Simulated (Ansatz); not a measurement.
```yaml
crystal:
  lattice:
    - [9.44917, 5.45548, 0.00000]
    - [-3.14972, 5.45548, 0.00000]
    - [0.00000, 0.00000, 6.64754]
  atoms:
    - { symbol: Mo, position: [0.00521, 0.50000, 0.99264] }
    - { symbol: Mo, position: [0.50521, 0.00000, 0.99264] }
    - { symbol: Mo, position: [0.00000, 0.00000, 0.00000] }
    - { symbol: Mo, position: [0.50000, 0.50000, 0.00000] }
    - { symbol: Mo, position: [0.25000, 0.25000, 0.00000] }
    - { symbol: Mo, position: [0.75000, 0.75000, 0.00000] }
    - { symbol: Mo, position: [0.25000, 0.75000, 0.00000] }
    - { symbol: Mo, position: [0.75000, 0.25000, 0.00000] }
    - { symbol: S, position: [0.33333, 0.00000, 0.23567] }
    - { symbol: S, position: [0.83333, 0.50000, 0.23567] }
    - { symbol: S, position: [0.33333, 0.50000, 0.23567] }
    - { symbol: S, position: [0.83333, 0.00000, 0.23567] }
    - { symbol: S, position: [0.08333, 0.25000, 0.23567] }
    - { symbol: S, position: [0.58333, 0.75000, 0.23567] }
    - { symbol: S, position: [0.08333, 0.75000, 0.23567] }
    - { symbol: S, position: [0.58333, 0.25000, 0.23567] }
    - { symbol: S, position: [0.33333, 0.00000, 0.76433] }
    - { symbol: S, position: [0.83333, 0.50000, 0.76433] }
    - { symbol: S, position: [0.33333, 0.50000, 0.76433] }
    - { symbol: S, position: [0.83333, 0.00000, 0.76433] }
    - { symbol: S, position: [0.08333, 0.25000, 0.76433] }
    - { symbol: S, position: [0.58333, 0.75000, 0.76433] }
    - { symbol: S, position: [0.08333, 0.75000, 0.76433] }
    - { symbol: S, position: [0.58333, 0.25000, 0.76433] }
```

Space group Cm; a structure from a database of computed crystals, not necessarily the ambient phase; changed on purpose from its base cell (atom 1 (Mo) moved -0.075 A towards its neighbour atom 5 (S) at 2.400 A); not relaxed (largest force 1.9 eV/Å); computed without spin polarisation.

All numbers below come from DFT PBE+D3(BJ), scalar-relativistic, plane waves, PAW in Ansatz.

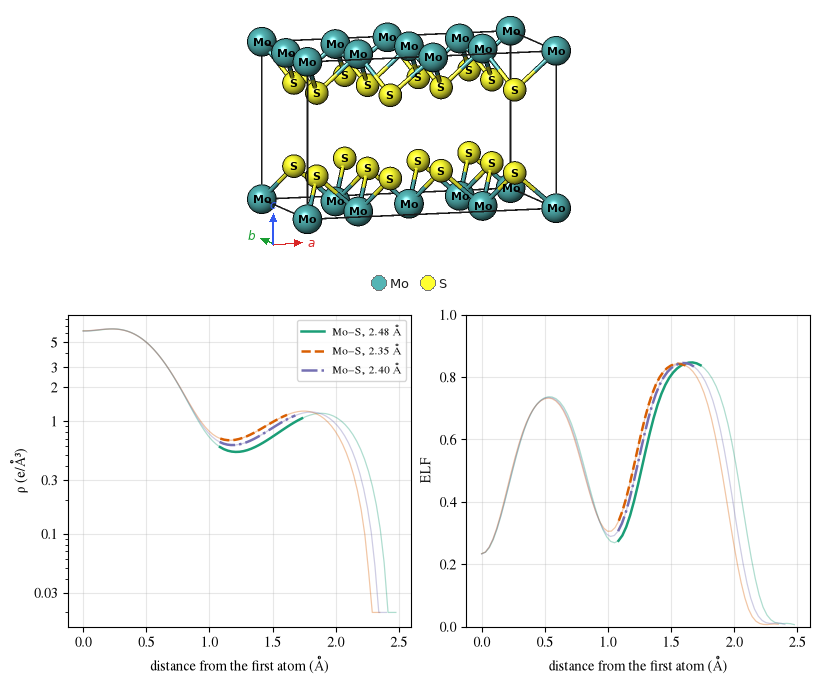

MoS2. Valence electron density and electron localisation function along straight lines between neighbouring atoms. Thin, pale parts lie inside the atomic spheres. The structure is drawn too.

Core electrons are frozen (PAW), and the valence fields are smoothed inside the atomic spheres.

Q: Compare the contacts.

A: Mo–S (2.48 Å): ρ at the midpoint is about 0.53 e/Å³; the ELF peaks at about 0.85 in the valence shell of S, 0.8 Å from its nucleus, and is about 0.45 at the midpoint.
Mo–S (2.35 Å): the density is about 0.68 e/Å³ at the midpoint; the ELF peaks at about 0.85 in the valence shell of S, 0.8 Å from its nucleus, and is about 0.45 at the midpoint.
Mo–S (2.40 Å): the density is about 0.61 e/Å³ at the midpoint; the ELF peaks at about 0.85 in the valence shell of S, 0.8 Å from its nucleus, and is about 0.45 at the midpoint.
